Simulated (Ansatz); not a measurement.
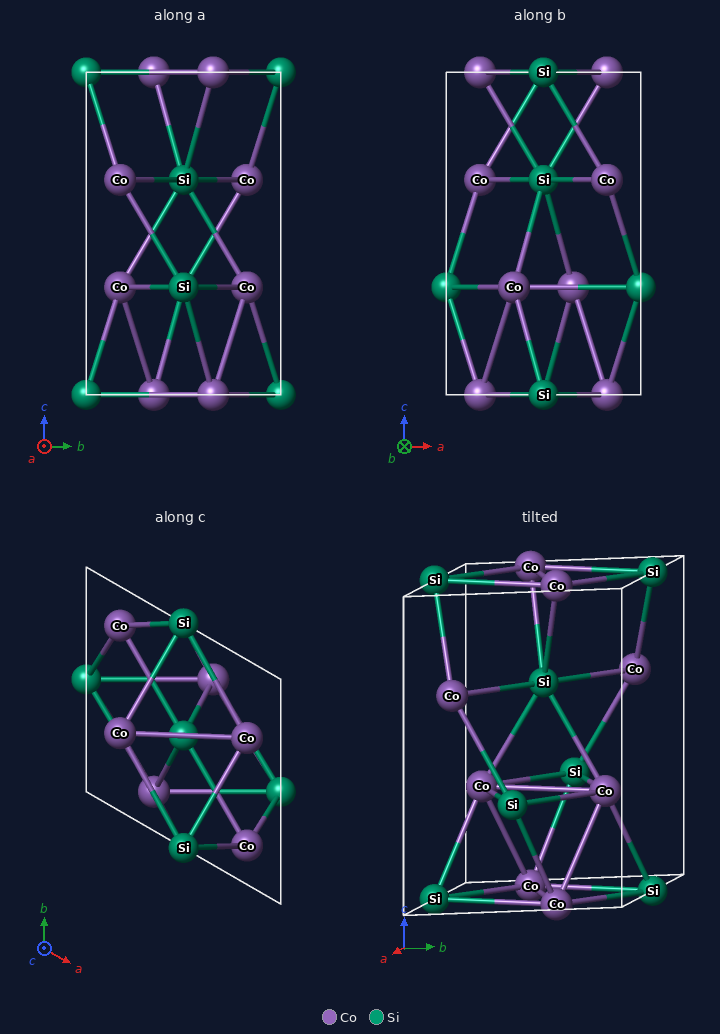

Shown here is a ball-and-stick view of the crystal, taken along the a axis, along the b axis, along the c axis and slightly off an axis. Atoms at the boundary of the conventional unit cell (the box) are drawn once for each face, edge or corner they touch.

Lattice parameters: a = 4.294 Å, b = 4.294 Å, c = 6.163 Å, α = 90.00°, β = 90.00°, γ = 120.00°.

Write down what is shown as a table of Wyckoff sites, with free fractional coordinates to two decimals.

Space group P6_422 (No. 181).
```tsv
atom	site	x	y	z
Co	6i	0.17	0.35	0.00
Si	3c	0.50	0.00	0.00
```

Origin of the cell: a structure type filled with these elements by a generator (whether the compound takes this form wasn't checked). This is the structure after a relaxation with DFT PBE, scalar-relativistic, plane waves, PAW in Ansatz 0.2.0.
